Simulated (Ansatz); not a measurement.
## Electronic structure of GaN (slab) in real space

Input file:

```
crystal:
  lattice:
    - [5.5744824363, 0.0, 0.0]
    - [-2.7872412181, 4.8276434028, 0.0]
    - [0.0, 0.0, 30.7336341549]
  atoms:
    - { symbol: "N", position: [0.6666666667, 0.6666666667, 0.2546585282] }
    - { symbol: "N", position: [0.3333333333, 0.0, 0.2546560803] }
    - { symbol: "N", position: [0.0, 0.3333333333, 0.2544975691] }
    - { symbol: Ga, position: [0.3331929346, 0.3333317037, 0.2657394031] }
    - { symbol: Ga, position: [1.6297e-06, 0.6665278976, 0.2657394031] }
    - { symbol: Ga, position: [0.6668054357, 0.0001403987, 0.2657394031] }
    - { symbol: "N", position: [0.3329165522, 0.333322956, 0.3341110557] }
    - { symbol: "N", position: [1.03773e-05, 0.6662602628, 0.3341110557] }
    - { symbol: "N", position: [0.6670730705, 0.0004167812, 0.3341110557] }
    - { symbol: Ga, position: [0.6666666667, 0.6666666667, 0.3517876217] }
    - { symbol: Ga, position: [0.3333333333, 0.0, 0.3517953311] }
    - { symbol: Ga, position: [0.0, 0.3333333333, 0.3521388203] }
    - { symbol: "N", position: [0.6666666667, 0.6666666667, 0.4177666031] }
    - { symbol: "N", position: [0.3333333333, 0.0, 0.4177820061] }
    - { symbol: "N", position: [0.0, 0.3333333333, 0.4184388928] }
    - { symbol: Ga, position: [0.3351441154, 0.3333634347, 0.4373791432] }
    - { symbol: Ga, position: [-3.01013e-05, 0.6684473474, 0.4373791432] }
    - { symbol: Ga, position: [0.6648859859, -0.0018107821, 0.4373791432] }
    - { symbol: "N", position: [0.335322623, 0.3333571136, 0.502955594] }
    - { symbol: "N", position: [-2.37803e-05, 0.668632176, 0.502955594] }
    - { symbol: "N", position: [0.6647011573, -0.0019892896, 0.502955594] }
    - { symbol: Ga, position: [0.6666666667, 0.6666666667, 0.5258212976] }
    - { symbol: Ga, position: [0.3333333333, 0.0, 0.5257833589] }
    - { symbol: Ga, position: [0.0, 0.3333333333, 0.5217978471] }
basis:
  ecutwfc: 420
kpoints:
  mp_grid: { grid: [9, 9, 1] }
hamiltonian:
  xc: pbe
scf:
  occupations: { method: gaussian, width: 0.1 }
output:
  forces: true
  stress: true
  eigenvalues: true
  write_density: true
  write_potential: true
  elf: true
  volumetric_format: npy
efield:
  axis: 3
  dipole_correction: true
  ramp_width: 0.04
```

Launched as:

```sh
ansatz run input.yaml --threads 8 --pin off --max-ram 20480MiB --backend cpu --events-out ev --progress --plain --runs-dir out
```

Not relaxed (largest force 1.0 eV/Å).

The calculation used DFT PBE, scalar-relativistic, plane waves, PAW (Ansatz).

Core electrons are frozen (PAW), and the valence fields are smoothed inside the atomic spheres.

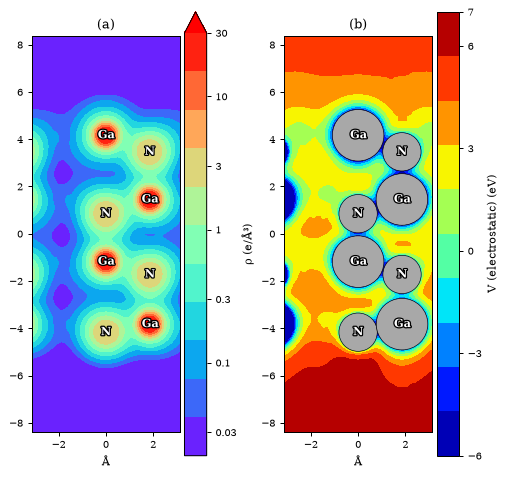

Figure 1. (a) valence electron density; (b) electrostatic potential energy of an electron on the (010) plane of the calculation cell, a cut from vacuum to vacuum. Grey discs cover the atomic cores in the potential map.

Read the bonding off the picture.

Answer. Atoms in the plane: N and Ga.
Ga–N (1.89 Å): ρ at the midpoint is about 0.86 e/Å³.
Ga–N (1.94 Å): ρ is about 0.78 e/Å³ halfway.
Ga–N (1.98 Å): ρ is about 0.71 e/Å³ halfway.
Ga–N (2.03 Å): the density is about 0.65 e/Å³ at the midpoint.
Ga–N (2.10 Å): the density is about 0.53 e/Å³ at the midpoint.
The density dies away to nearly zero in the vacuum.

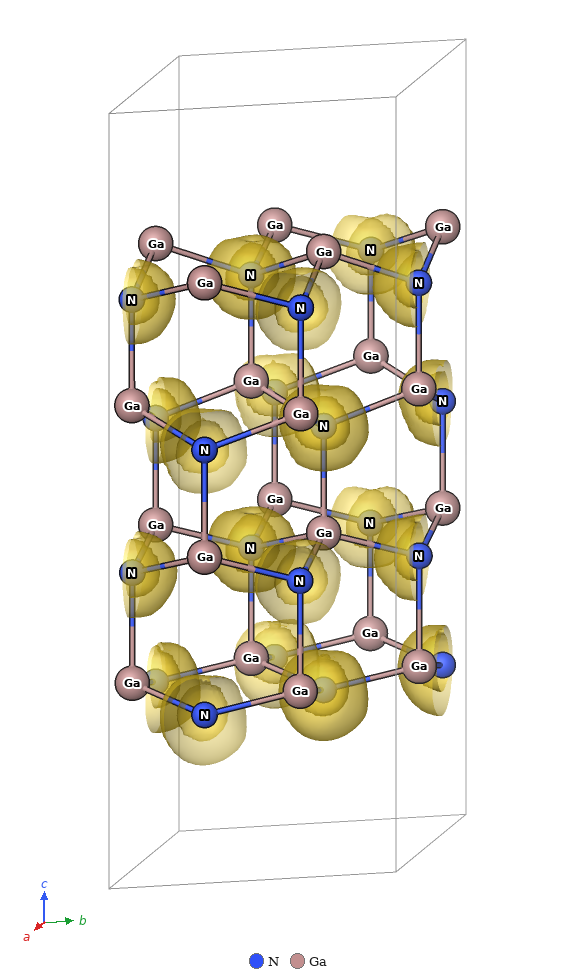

Figure 2. Isosurface of the electron localisation function at 0.75 (yellow), seen slightly off an axis. Only the valence region is drawn (cores and ρ < 0.01 e/Å³ removed). Sticks mark near contacts.

Identify the bonds, lone pairs and shells in this picture.

Answer. The ELF exceeds this value in twelve regions wrapped around N (the valence shell of each), counted in one cell of 24 atoms. Counts are for one cell; the picture repeats the cell along the surface. Profiles from the grid: Ga–N (1.89 Å): the ELF peaks at about 0.85 in the valence shell of N, 0.6 Å from its nucleus, and is about 0.50 at the midpoint. Ga–N (1.94 Å): the ELF peaks at about 0.85 in the valence shell of N, 0.7 Å from its nucleus, and is about 0.50 at the midpoint.

Does the calculation give a band gap?

Answer. It is gapless in this calculation (a metal or semimetal).
